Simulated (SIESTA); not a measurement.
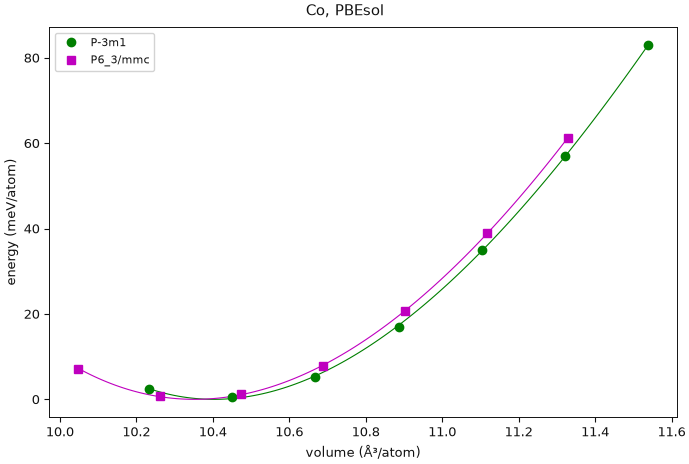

The plot gives the computed energy against volume, with one curve for each structure, for Co. Each energy curve has its own zero, so the curves don't rank the structures.

Computed with SIESTA 5.4.2: DFT in numerical atomic orbitals with pseudopotentials, collinear spins; energies at scaled volumes of the given cell, shape and fractions fixed, counted from the fit's minimum, third-order Birch-Murnaghan fit. Level: PBEsol, collinear spin.

occupations Fermi–Dirac; smearing width 0.05 eV; potentials PseudoDojo 0.4 standard, converted to PSML, two zetas on semicore shells.

Settings that differ: P-3m1: k mesh 9×9×5; P6_3/mmc: k mesh 9×9×3.

### Order the curves by fitted equilibrium volume, smallest first.

P6_3/mmc 10.352, P-3m1 10.403 Å³/atom.

### Order the curves by fitted bulk modulus, smallest first.

P6_3/mmc 247.7, P-3m1 277.5 GPa.

Caveats: mulliken charges of long orbitals; short basis over semicore shells; shape and atomic fractions are frozen while scaling, which makes layered, chain and framework solids too stiff.
